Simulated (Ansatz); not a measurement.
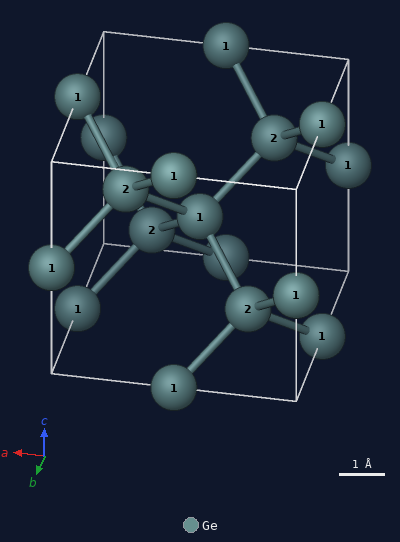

**Figure 1.** The input geometry (ball-and-stick view of the cell 4 times as large as that of the calculation, set on its symmetry axes, seen at an oblique angle; atoms are numbered from 1 in the order of the input). An atom can appear more than once, as a periodic image. Near neighbours in the periodic cell (some may lie outside the picture): Ge has 4 Ge at 2.45 Å.

## Geometry relaxation, with input and output: Ge

Ge (2 atoms in the cell), computed with DFT PBEsol, scalar-relativistic, plane waves, PAW, no spin polarisation (Ansatz 0.2.0).

The structure derives from an entry of the Crystallography Open Database. Figures and captions count atoms from 1; the log counts them from 0 in places.

### Log
```
Engine: ansatz 0.2.0, x86_64-unknown-linux-gnu
Pseudopotentials: kind: paw
Pseudopotential: Ge, paw, valence charge 14, recommended cutoff 420 eV (normal), Ge.paw.azcp
Functional definition: PBEsol
  exchange = pbesol_x
  correlation = pbesol_c
Crystal: 2 atoms, lattice volume = 45.271 Å³
Basis set: ecut = 420 eV, 893 PW (Γ), exchange–correlation on 54×54×54 points (8 copies of the dense FFT grid, shifted against one another)
Bands: 18, of which v1, the nominal top of the filled ones, is band 14 counted from 1 (13 counted from 0)
Symmetry: 48 space group operations
Space group: Fd-3m (ITA 227), of the structure as read, at distance tolerance 3.6e-5 Å
k-points: 104 of 2744
Non-local potential: Ge, projectors of the file, l = 0: 2, l = 1: 2, l = 2: 3, l = 3: 1
PAW form: soft (Blöchl's): semilocal exchange-correlation on the pseudo side does not see the compensation charge
PAW frozen core: Ge, regenerated for the run's functional, and the local potential with it (the file was generated under x = pbe(κ = 0.804, μ = 0.2195149727645171), c = pbe(β = 0.06672455060314922))
PAW one-centre angular grid: Ge, 590 points (default); XC on 64 Gauss nodes
Initial density: superposition of atomic densities (neutral atoms: chi_scale 0, normalization atom), corrected by the library's trained network
Initial wavefunctions: pseudopotential atomic-orbital guess
Functional: x = pbesol(κ = 0.804, μ = 0.12345679012345678), c = pbesol(β = 0.046)
SCF iter   1: F=—  HF=-8506.994384 eV  |F-HF|=—  |Δ(HF+E_count)|=         —  Δρ=2.55e-3  dr2=3.48e-3  ethr=1.77e-3  ⟨swp⟩=5.7  Hψ=8760  notcnv=0
preconditioner: auto → none  [insulator: Δε(μ)=0.113 eV  Ē_g=23.357 eV  σ=0.100 eV  W_gap=0.54  n_scr=14 (ndim 8)  ℏωp=29.2 eV  f_vac=0.074  D(μ)=0.04/eV (n_scr^D=0)  ε∞_Penn≈2.6]
SCF iter   2: F=—  HF=-8506.992941 eV  |F-HF|=—  |Δ(HF+E_count)|=   1.44e-3  Δρ=1.24e-3  dr2=5.53e-4  ethr=1.24e-5  ⟨swp⟩=2.2  Hψ=3310  notcnv=0
SCF iter   3: F=—  HF=-8506.993054 eV  |F-HF|=—  |Δ(HF+E_count)|=   1.12e-4  Δρ=2.40e-4  dr2=1.99e-5  ethr=1.97e-6  ⟨swp⟩=2.0  Hψ=3329  notcnv=0
SCF iter   4: F=—  HF=-8506.993059 eV  |F-HF|=—  |Δ(HF+E_count)|=   5.21e-6  Δρ=2.12e-4  dr2=1.04e-5  ethr=7.11e-8  ⟨swp⟩=2.0  Hψ=3332  notcnv=0
SCF iter   5: F=—  HF=-8506.993045 eV  |F-HF|=—  |Δ(HF+E_count)|=   1.39e-5  Δρ=2.55e-5  dr2=1.49e-7  ethr=3.72e-8  ⟨swp⟩=2.0  Hψ=3329  notcnv=0
SCF iter   6: F=-8506.993045 eV  HF=-8506.993045 eV  |F-HF|=2.20e-9  |Δ(HF+E_count)|=   1.06e-7  Δρ=2.22e-6  dr2=1.04e-9  ethr=3.57e-10  ⟨swp⟩=5.0  Hψ=8439  notcnv=0
SCF 1 converged in 6 iterations: F = -8506.993045 eV  dr2 = 1.04e-9
  greatest PAW one-centre occupation: 0.998 electrons in one spin orbital (limit 2), on the Ge atom at site 1 (counted from 0), in its partial waves of l = 2
relax step   1: F+E_penalty+E_count = -8506.99304508 eV  Δ(F+E_penalty+E_count) = +0.000e0 eV  max|allowed force component| = 8.095e-18 eV/Å  Δτ_max = 0.0000 Å  P = +0.664 GPa  Ω = 45.271 Å³  (6 SCF iters, dr2 threshold 1.00e-7 eV, accepted)
Crystal: 2 atoms, lattice volume = 45.627 Å³
Initial density: handed on by an earlier stage of this run
Initial wavefunctions: those handed on with the density
iter 1 solved again at ethr=3.21e-7 eV; its pass at ethr=3.10e-3 eV (dr2=8.98e-5 eV) is discarded
SCF iter   1: F=—  HF=-8506.993865 eV  |F-HF|=—  |Δ(HF+E_count)|=         —  Δρ=3.52e-4  dr2=6.71e-5  ethr=3.21e-7  ⟨swp⟩=2.0  Hψ=10138  notcnv=0
preconditioner: auto → Kerker (q_TF=auto, 2.515 Å⁻¹)  [metal: Δε(μ)=0.093 eV  Ē_g=23.373 eV  σ=0.100 eV  W_gap=0.45  n_scr=14 (ndim 8)  ℏωp=29.1 eV  f_vac=0.063  D(μ)=0.05/eV (n_scr^D=0)]
SCF iter   2: F=—  HF=-8506.993868 eV  |F-HF|=—  |Δ(HF+E_count)|=   3.02e-6  Δρ=2.40e-4  dr2=3.69e-5  ethr=2.40e-7  ⟨swp⟩=1.0  Hψ=1872  notcnv=0
SCF iter   3: F=—  HF=-8506.993865 eV  |F-HF|=—  |Δ(HF+E_count)|=   2.97e-6  Δρ=5.48e-5  dr2=3.00e-6  ethr=1.32e-7  ⟨swp⟩=1.2  Hψ=1895  notcnv=0
SCF iter   4: F=—  HF=-8506.993866 eV  |F-HF|=—  |Δ(HF+E_count)|=   1.55e-6  Δρ=2.43e-5  dr2=1.43e-7  ethr=7.14e-10  ⟨swp⟩=3.2  Hψ=7878  notcnv=0
SCF iter   5: F=-8506.993866 eV  HF=-8506.993866 eV  |F-HF|=5.41e-8  |Δ(HF+E_count)|=   1.86e-7  Δρ=8.87e-6  dr2=2.57e-8  ethr=5.10e-10  ⟨swp⟩=5.0  Hψ=8228  notcnv=0
SCF 2 converged in 5 iterations: F = -8506.993866 eV  dr2 = 2.57e-8
relax step   2: F+E_penalty+E_count = -8506.99386621 eV  Δ(F+E_penalty+E_count) = -8.211e-4 eV  max|allowed force component| = 3.238e-17 eV/Å  Δτ_max = 0.0000 Å  P = +0.124 GPa  Ω = 45.627 Å³  energy of the carried Pulay correction = -5.150e-5 eV  (5 SCF iters, dr2 threshold 2.00e-7 eV, accepted)
Crystal: 2 atoms, lattice volume = 45.710 Å³
iter 1 solved again at ethr=1.67e-8 eV; its pass at ethr=3.10e-3 eV (dr2=4.66e-6 eV) is discarded
SCF iter   1: F=—  HF=-8506.993883 eV  |F-HF|=—  |Δ(HF+E_count)|=         —  Δρ=7.95e-5  dr2=3.63e-6  ethr=1.67e-8  ⟨swp⟩=2.0  Hψ=10137  notcnv=0
preconditioner: auto → Kerker (q_TF=auto, 2.514 Å⁻¹)  [metal: Δε(μ)=0.088 eV  Ē_g=23.367 eV  σ=0.100 eV  W_gap=0.43  n_scr=14 (ndim 8)  ℏωp=29.1 eV  f_vac=0.062  D(μ)=0.05/eV (n_scr^D=0)]
SCF iter   2: F=—  HF=-8506.993887 eV  |F-HF|=—  |Δ(HF+E_count)|=   3.88e-6  Δρ=5.49e-5  dr2=2.05e-6  ethr=1.30e-8  ⟨swp⟩=1.0  Hψ=1872  notcnv=0
SCF iter   3: F=—  HF=-8506.993887 eV  |F-HF|=—  |Δ(HF+E_count)|=   6.16e-8  Δρ=1.32e-5  dr2=1.08e-7  ethr=7.33e-9  ⟨swp⟩=2.0  Hψ=2285  notcnv=0
SCF iter   4: F=—  HF=-8506.993887 eV  |F-HF|=—  |Δ(HF+E_count)|=   8.18e-8  Δρ=7.53e-6  dr2=1.55e-8  ethr=1.38e-10  ⟨swp⟩=4.0  Hψ=6655  notcnv=0
SCF iter   5: F=-8506.993887 eV  HF=-8506.993887 eV  |F-HF|=2.48e-9  |Δ(HF+E_count)|=   8.86e-9  Δρ=1.54e-6  dr2=9.98e-10  ethr=5.53e-11  ⟨swp⟩=3.8  Hψ=5616  notcnv=0
SCF 3 converged in 5 iterations: F = -8506.993887 eV  dr2 = 9.98e-10
relax step   3: F+E_penalty+E_count = -8506.99388714 eV  Δ(F+E_penalty+E_count) = -2.093e-5 eV  max|allowed force component| = 8.789e-17 eV/Å  Δτ_max = 0.0000 Å  P = +0.002 GPa  Ω = 45.710 Å³  energy of the carried Pulay correction = -6.341e-5 eV  (5 SCF iters, dr2 threshold 3.86e-8 eV, accepted)
Initial wavefunctions: pseudopotential atomic-orbital guess (no wavefunctions were taken with the density)
iter 1 solved again at ethr=2.35e-7 eV; its pass at ethr=3.10e-3 eV (dr2=6.58e-5 eV) is discarded
SCF iter   1: F=—  HF=-8506.993948 eV  |F-HF|=—  |Δ(HF+E_count)|=         —  Δρ=5.48e-6  dr2=2.89e-9  ethr=2.35e-7  ⟨swp⟩=2.4  Hψ=12825  notcnv=0
eigensolver tolerance schedule: the retry pair's looser diagonalisation over-reported the residual by 22790.35 of it (diagonalisation noise at an unbounded share of the residual, at the tolerance the schedule requests for it); recorded, not acted on — ethr = c·dr2/N_el stays at c = 1.0e-1
SCF iter   2: F=—  HF=-8506.993952 eV  |F-HF|=—  |Δ(HF+E_count)|=   3.95e-6  Δρ=5.27e-6  dr2=5.42e-9  ethr=1.03e-11  ⟨swp⟩=3.0  Hψ=4526  notcnv=0
SCF iter   3: F=—  HF=-8506.993952 eV  |F-HF|=—  |Δ(HF+E_count)|=   1.89e-9  Δρ=2.53e-6  dr2=1.34e-9  ethr=1.03e-11  ⟨swp⟩=2.0  Hψ=3128  notcnv=0
SCF iter   4: F=—  HF=-8506.993952 eV  |F-HF|=—  |Δ(HF+E_count)|=  4.73e-10  Δρ=2.77e-7  dr2=3.80e-11  ethr=4.79e-12  ⟨swp⟩=2.0  Hψ=2188  notcnv=0
SCF iter   5: F=-8506.993952 eV  HF=-8506.993952 eV  |F-HF|=7.28e-12  |Δ(HF+E_count)|=  8.00e-11  Δρ=1.18e-7  dr2=9.30e-12  ethr=1.00e-12  ⟨swp⟩=5.0  Hψ=7078  notcnv=0
SCF 4 converged in 5 iterations: F = -8506.993952 eV  dr2 = 9.30e-12
relax step   4: F+E_penalty+E_count = -8506.99395171 eV  Δ(F+E_penalty+E_count) = -6.457e-5 eV  max|allowed force component| = 5.551e-17 eV/Å  Δτ_max = 0.0000 Å  P = +0.003 GPa  Ω = 45.710 Å³  stress off target by 2.50e-3 GPa  SCF on the basis re-selected at this cell (its energy is not comparable with the rows above)  (5 SCF iters)
```

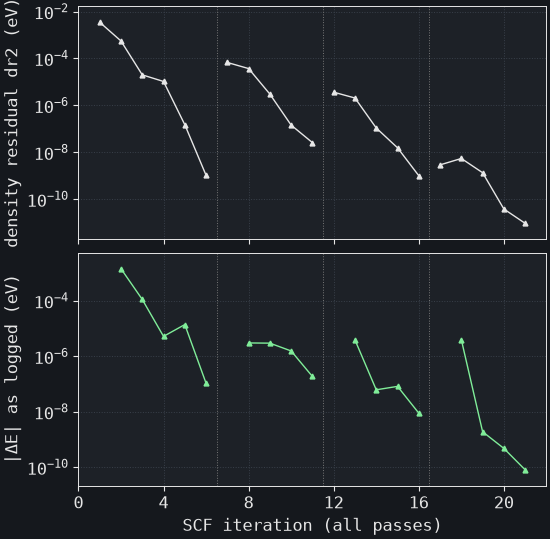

**Figure 2.** Convergence of the self-consistent field: density residual dr2 and size of the energy change against the SCF iteration. The dotted lines part the SCF passes of the relaxation: geometry steps, rejected trials and re-solves on a re-selected basis. The passes take 6, 5, 5 and 5 iterations.

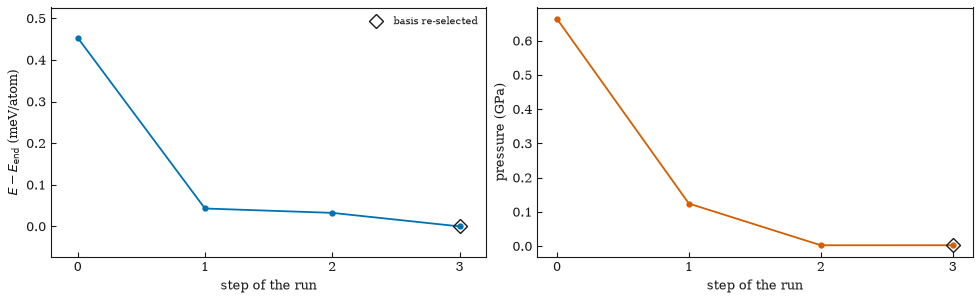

**Figure 3.** Progress of the relaxation, step by step (the first geometry is step 0 here and step 1 in the log). The atoms keep their places relative to the cell (all moves are under 0.005 Å). Cell: a = b = c 5.658 → 5.676 Å (+0.3 %). Volume +1.0 %. Among the contacts that change: Ge1–Ge2 2.450 → 2.458 Å. The space group stays Fd-3m (No. 227). After 2 geometry steps the energy has fallen by 0.4 meV per atom. All forces vanish by symmetry, so only the cell relaxes. Pressure: 0.66 GPa at the start and 0.00 GPa at the end. A last SCF at the same geometry on a re-selected plane-wave basis shifts the energy by next to nothing (0.0 meV per atom). (Atoms are counted from 1 in the order of the input.)

```
basis re-selected at this cell: Δ(F+E_penalty+E_count) = -6.457e-5 eV, ΔP = +0.000 GPa vs the last step (what re-selecting the basis moved, of the pressure what is left beyond the Pulay correction that the steps carried, after the strain that the cell walked since its last selection, with what the two solves' SCF thresholds leave and, on support functions, any second-order correction that the steps lacked; it is no measure of the basis error at this ecutwfc). This SCF's stress stands 2.50e-3 GPa from its target on what of the cell is left free (relax.cell.stress_tol is 5.00e-2 GPa) and its largest allowed force component is 5.55e-17 eV/Å (relax.f_tol is 5.00e-3 eV/Å): within both
SCF converged after 5 iterations
Free energy (F): -8506.993952 eV
Harris-Foulkes:  -8506.993952 eV  (|F-HF|=7.28e-12)
Internal energy: -8506.993706 eV  (E = F + TS)
E sigma→0 (E₀):  -8506.993829 eV
Entropy (-TS):   -0.000246 eV (-0.123 meV/atom)
Fermi energy:    8.330627 eV
--- Per-component energies (eV) ---
  E_band       = -305.523836
  E_kinetic    = 222.985127
  E_local      = -4957.839253  (includes V_loc(G=0)·N_el)
  E_nonlocal   = 840.238441
  E_hartree    = 2172.510596
  E_xc         = -149.891914
  E_vxc        = -129.403848  (∫ρ·V_xc dr)
  E_paw        = -3958.192888  (= ΣΔE_a)
  E_vpaw       = -626.526364  (= ΣTr[D̂ρ^β])
  E_aug_tail   = 0.000813  (compensation charges beyond the density's cutoff)
  E_ewald      = -2678.640499
  E_core_change = 1.835872  (= ΣΔE_core)
  E_smearing   = -0.000246  (= −TS)
  E_closure    = 0.000000  (closes the sum)
  Σ components = -8506.993952   (vs F -8506.993952, Δ=0.00e0)
--- Forces (eV/Å), atoms counted from 1 ---
  atom   1  Ge    -0.00000000    -0.00000000    -0.00000000
  atom   2  Ge     0.00000000     0.00000000    -0.00000000
  max |Σ_I F_I| component: 3.01e-17 eV/Å
--- Stress (GPa, compression-positive) ---
        0.002504       0.000000       0.000000
       -0.000000       0.002504      -0.000000
        0.000000       0.000000       0.002504
  P = ⅓ Tr σ = 0.0025 GPa (0.025 kbar)
--- Band table (eV; the first three rows and the last of 104) ---
  k-point 0: bands = ["-16.4824", "-16.4824", "-16.4824", "-16.4468", "-16.4468", "-16.2403", "-16.2403", "-16.2403", "-16.2280", "-16.2280", "-4.4074", "8.2120", "8.3154", "8.3154", "8.3154", "10.8378", "10.8378", "10.8378"]
  k-point 1: bands = ["-16.4856", "-16.4856", "-16.4815", "-16.4425", "-16.4425", "-16.2458", "-16.2458", "-16.2413", "-16.2232", "-16.2232", "-4.3454", "6.9663", "8.1901", "8.1901", "9.1325", "11.0046", "11.0046", "11.1013"]
  k-point 2: bands = ["-16.4919", "-16.4919", "-16.4792", "-16.4333", "-16.4333", "-16.2545", "-16.2545", "-16.2440", "-16.2160", "-16.2160", "-4.1611", "5.5816", "7.9041", "7.9041", "9.2458", "11.3862", "11.3862", "11.9994"]
  k-point 103: bands = ["-16.5284", "-16.5284", "-16.3928", "-16.3928", "-16.3412", "-16.3412", "-16.3094", "-16.3094", "-16.1759", "-16.1759", "-0.4578", "-0.4578", "4.4571", "4.4571", "11.9182", "11.9182", "13.6246", "13.6246"]
--- Relaxed structure (3 steps of the walk, 3 accepted, 1 SCFs on fresh bases) ---
  F+E_penalty+E_count = -8506.99395171 eV   max|allowed force component| = 5.551e-17 eV/Å   (the final SCF, on the basis selected at the relaxed cell)
  cell:  # Å, volume = 45.7101 Å³
    - [0.0, 2.8378807264285197, 2.8378807264285197]
    - [2.8378807264285197, 1.2738430082238973e-34, 2.8378807264285197]
    - [2.8378807264285197, 2.8378807264285197, 1.2738430082238975e-34]
  atoms:
    - { symbol: Ge, position: [0.49999999999999994, 0.49999999999999994, 0.49999999999999994] }
    - { symbol: Ge, position: [0.7499999999999998, 0.7499999999999998, 0.7499999999999998] }
```

### Trajectory as extended XYZ (Å, eV, eV/Å), 4 frames, from step=1 to step=4
```
2
Lattice="0.0000 2.8288 2.8288 2.8288 0.0000 2.8288 2.8288 2.8288 0.0000" Properties=species:S:1:pos:R:3:forces:R:3 step=1 energy=-8506.99304 pressure_GPa=0.66
Ge    2.8288    2.8288    2.8288    0.0000   0.0000   0.0000
Ge    4.2432    4.2432    4.2432    0.0000   0.0000   0.0000
2
Lattice="0.0000 2.8362 2.8362 2.8362 0.0000 2.8362 2.8362 2.8362 0.0000" Properties=species:S:1:pos:R:3:forces:R:3 step=2 energy=-8506.99387 pressure_GPa=0.12
Ge    2.8362    2.8362    2.8362    0.0000   0.0000   0.0000
Ge    4.2543    4.2543    4.2543    0.0000   0.0000   0.0000
2
Lattice="0.0000 2.8379 2.8379 2.8379 0.0000 2.8379 2.8379 2.8379 0.0000" Properties=species:S:1:pos:R:3:forces:R:3 step=3 energy=-8506.99389 pressure_GPa=0.00
Ge    2.8379    2.8379    2.8379    0.0000   0.0000   0.0000
Ge    4.2568    4.2568    4.2568    0.0000   0.0000   0.0000
2
Lattice="0.0000 2.8379 2.8379 2.8379 0.0000 2.8379 2.8379 2.8379 0.0000" Properties=species:S:1:pos:R:3:forces:R:3 step=4 energy=-8506.99395 pressure_GPa=0.00
Ge    2.8379    2.8379    2.8379    0.0000   0.0000   0.0000
Ge    4.2568    4.2568    4.2568    0.0000   0.0000   0.0000
```

This output came from the following input.

### Input
```yaml
crystal:
  lattice:
    - [0.0, 2.82877, 2.82877]
    - [2.82877, 0.0, 2.82877]
    - [2.82877, 2.82877, 0.0]
  atoms:
    - { symbol: Ge, position: [0.5, 0.5, 0.5] }
    - { symbol: Ge, position: [0.75, 0.75, 0.75] }
basis:
  ecutwfc: 420
kpoints:
  mp_grid: { grid: [14, 14, 14] }
hamiltonian:
  xc: pbesol
scf:
  occupations: { method: gaussian, width: 0.1 }
output:
  forces: true
  stress: true
  eigenvalues: true
relax:
  adjacent_minimum: "off"
  f_tol: 0.005
  max_steps: 80
  cell: { stress_tol: 0.05 }
```

Command:
```bash
ansatz run input.yaml --threads 2 --pin off --max-ram 5120MiB --backend cpu --events-out ev --progress --plain --runs-dir out
```

### Key numbers

```json
{"quantity": "outcome", "value": "converged"}
{"quantity": "space group (tolerance 0.01 Å)", "value": "Fd-3m (227)"}
{"quantity": "electrons treated", "value": "28"}
{"quantity": "free energy", "value": "−8506.9940 eV"}
{"quantity": "Fermi energy", "value": "8.331 eV"}
{"quantity": "gap on the k-point mesh", "value": "none (metallic)"}
{"quantity": "pressure", "value": "0.00 GPa"}
{"quantity": "final volume", "value": "45.71 Å³"}
{"quantity": "largest force (length of the vector) at the end", "value": "under 0.001 eV/Å"}
{"quantity": "final cell", "value": "a = 4.013 Å, b = 4.013 Å, c = 4.013 Å, α = 60.00°, β = 60.00°, γ = 60.00°"}
{"quantity": "hardware", "value": "2 threads of Intel Xeon @ 2.90GHz (Ice Lake), 192 GiB of memory available, shared host"}
{"quantity": "wall time", "value": "9.5 s (CPU time 18 s)"}
{"quantity": "peak memory", "value": "0.44 GiB"}
```
